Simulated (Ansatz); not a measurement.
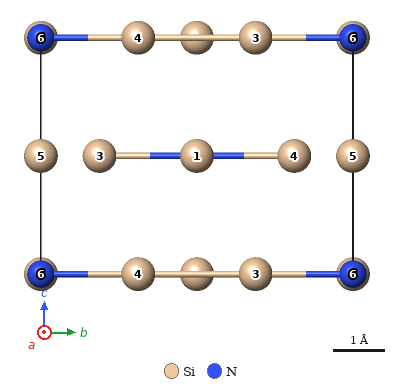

Starting structure of crystalline Si₅N (a generated structure, set up in I4/mmm). The picture is a ball-and-stick view of the conventional cell (2 times the calculation's cell), seen along the a axis. Lengths and directions refer to the drawn axes.

Computed with DFT PBE, scalar-relativistic, plane waves, PAW in Ansatz.

The input:
```yaml
crystal:
  lattice:
    - [-3.1177867542, 3.1177867542, 2.3613284204]
    - [3.1177867542, -3.1177867542, 2.3613284204]
    - [3.1177867542, 3.1177867542, -2.3613284204]
  atoms:
    - { symbol: Si, position: [0.0, 0.3119665886, 0.3119665886] }
    - { symbol: Si, position: [0.0, 0.6880334114, 0.6880334114] }
    - { symbol: Si, position: [0.6880334114, 0.0, 0.6880334114] }
    - { symbol: Si, position: [0.3119665886, 0.0, 0.3119665886] }
    - { symbol: Si, position: [0.5, 0.5, 0.0] }
    - { symbol: "N", position: [0.0, 0.0, 0.0] }
basis:
  ecutwfc: 420
kpoints:
  mp_grid: { grid: [10, 10, 10] }
hamiltonian:
  xc: pbe
scf:
  occupations: { method: gaussian, width: 0.1 }
output:
  forces: true
  stress: true
  eigenvalues: true
  write_density: true
  write_potential: true
  elf: true
  volumetric_format: npy
relax:
  adjacent_minimum: "off"
  f_tol: 0.01
  max_steps: 80
  cell: { stress_tol: 0.05 }
```

Launched with:
```bash
ansatz run input.yaml --threads 1 --pin off --max-ram 2048MiB --backend cpu --events-out ev --progress --plain --runs-dir out
```

### What does the optimiser find from here?

The largest moves relative to the cell, 0.024 Å, are those of Si1, Si2, Si3 and Si4. Si3 goes along +b. N stays in place. The drawn cell changes as follows: a = b 6.236 → 6.358 Å (+2.0 %), c 4.723 → 4.521 Å (−4.3 %); the volume changes by −0.5 %. Near-neighbour distances that change, for instance: Si1–Si2 2.345 → 2.438 Å, Si1–N6 1.945 → 1.960 Å. The space group stays I4/mmm (No. 139). The energy falls by 6.1 meV per atom in 6 accepted moves (11 points after the start). Largest force component: 0.23 eV/Å at the start, 0.00069 eV/Å at the end. The pressure goes from 0.38 to 0.01 GPa. The line search rejected the trial steps at points 4, 6, 9 of the run. The SCF was repeated twice at an unchanged geometry on a basis and grid sized afresh for the cell, which shifted the energy by 0.1 meV per atom at most.

The structure at the end:

```
CELL_PARAMETERS angstrom
-3.17891 3.17891 2.26042
3.17891 -3.17891 2.26042
3.17891 3.17891 -2.26042
ATOMIC_POSITIONS crystal
Si 0.00000 0.30824 0.30824
Si 0.00000 0.69176 0.69176
Si 0.69176 0.00000 0.69176
Si 0.30824 0.00000 0.30824
Si 0.50000 0.50000 0.00000
N 0.00000 0.00000 0.00000
```

After the run, drawn alike:

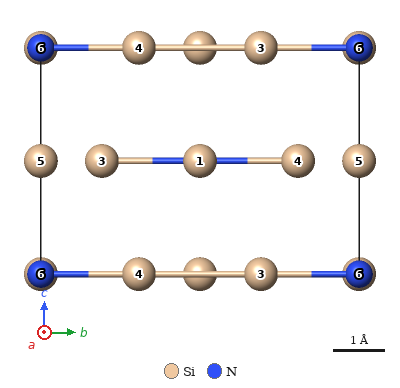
